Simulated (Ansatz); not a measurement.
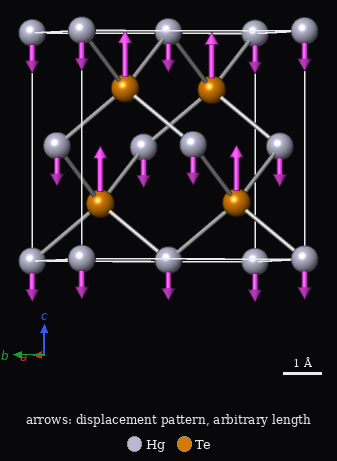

One vibrational mode of crystalline HgTe relaxed at 20 GPa at the zone centre. Displacements are drawn as pink arrows; their common scale and sign are arbitrary. The picture is a ball-and-stick view of the conventional cell (4 times the calculation's cell), seen from a free direction. Lengths and directions refer to the drawn axes.

Level of theory: DFT PBE, scalar-relativistic, plane waves, PAW (Ansatz 0.2.0).

Input
```yaml
crystal:
  lattice:
    - [0.0, 3.0266491897, 3.0266491897]
    - [3.0266491897, 0.0, 3.0266491897]
    - [3.0266491897, 3.0266491897, 0.0]
  atoms:
    - { symbol: Hg, position: [0.0, 0.0, 0.0] }
    - { symbol: Te, position: [0.75, 0.75, 0.75] }
basis:
  ecutwfc: 420
kpoints:
  mp_grid: { grid: [12, 12, 12] }
hamiltonian:
  xc: pbe
scf:
  occupations: { method: fermi_dirac, width: 0.15 }
output:
  eigenvalues: true
phonons:
  method: dfpt
  eigenvectors: true
```

Command:
```bash
ansatz run input.yaml --threads 1 --pin off --max-ram 3072MiB --backend cpu --events-out ev --progress --plain --runs-dir out
```

The frequencies depend somewhat on the k-mesh and the smearing.

Describe the mode and give its frequency.

Answer. This is the T₂ mode (triply degenerate; one member of the set is drawn) at 173 cm⁻¹, the only optical level, infrared- and Raman-active by symmetry. The Te sublattice moves against the Hg sublattice, along c; the kinetic energy is shared as Te 61 %, Hg 39 %. The crystal is a metal, so free carriers screen the infrared response.
